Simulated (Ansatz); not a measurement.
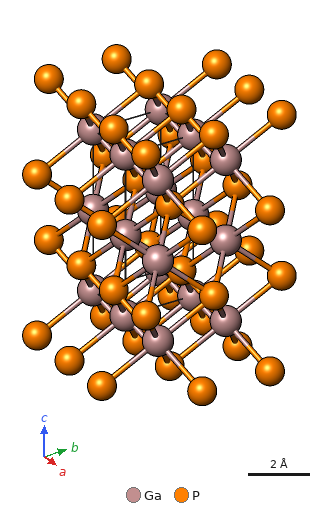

Solid GaP (built on the NiAs type), before the relaxation. A ball-and-stick model of the cell of the calculation, repeated 2 × 1 × 1 with one cell outlined, seen slightly off an axis.

These are results of DFT, PBEsol, plane waves, PAW (Ansatz), not measurements.

Input file:
```yaml
crystal:
  lattice:
    - [3.40332546, 0.0, 0.0]
    - [-1.70166273, 2.9473663057, 0.0]
    - [0.0, 0.0, 5.5474204998]
  atoms:
    - { symbol: Ga, position: [0.0, 0.0, 0.0] }
    - { symbol: Ga, position: [0.0, 0.0, 0.5] }
    - { symbol: P, position: [0.3333333333, 0.6666666667, 0.25] }
    - { symbol: P, position: [0.6666666667, 0.3333333333, 0.75] }
kpoints:
  mp_grid: { grid: [9, 9, 4] }
hamiltonian:
  xc: pbesol
scf:
  occupations: { method: fermi_dirac, width: 0.03 }
relax:
  f_tol: 0.01
  cell: {}
  max_steps: 120
```

Launched with:
```bash
ansatz run input.yaml --threads 2 --pin off --max-ram 2211MiB --backend cpu --events-out ev --progress --plain --runs-dir out
```

> What does the optimiser find from here?

The energy falls by 0.805 eV per cell of the calculation in 5 accepted moves (7 points after the start). All forces vanish by symmetry, so only the cell relaxes. Pressure: 26.87 GPa at the start and 0.01 GPa at the end. At 2 points the geometry stayed and the basis and grid were re-selected for the new cell (energy shift of 9.0 meV per cell of the calculation at most each time). No atom moves by more than 0.005 Å relative to the cell. The volume changes by +19.5 %, with a = b 3.403 → 3.562 Å (+4.6 %), c 5.547 → 6.052 Å (+9.1 %). Near-neighbour distances that change, for instance: Ga1–P3 2.405 → 2.553 Å. Among the angles between lasting bonds that change: Ga1–P3–Ga2 70.4° → 72.7°. The space group stays P6_3/mmc (No. 194). The run took 9.3 s on 2 threads of Arm Neoverse V2, on a shared host, peak memory 0.43 GiB.

The structure at the end:

```
CELL_PARAMETERS angstrom
3.56155 0.00000 0.00000
-1.78077 3.08439 0.00000
0.00000 0.00000 6.05179
ATOMIC_POSITIONS crystal
Ga 0.00000 0.00000 0.00000
Ga 0.00000 0.00000 0.50000
P 0.33333 0.66667 0.25000
P 0.66667 0.33333 0.75000
```

The end point in the same view:

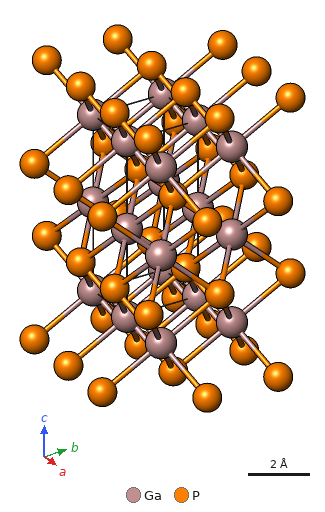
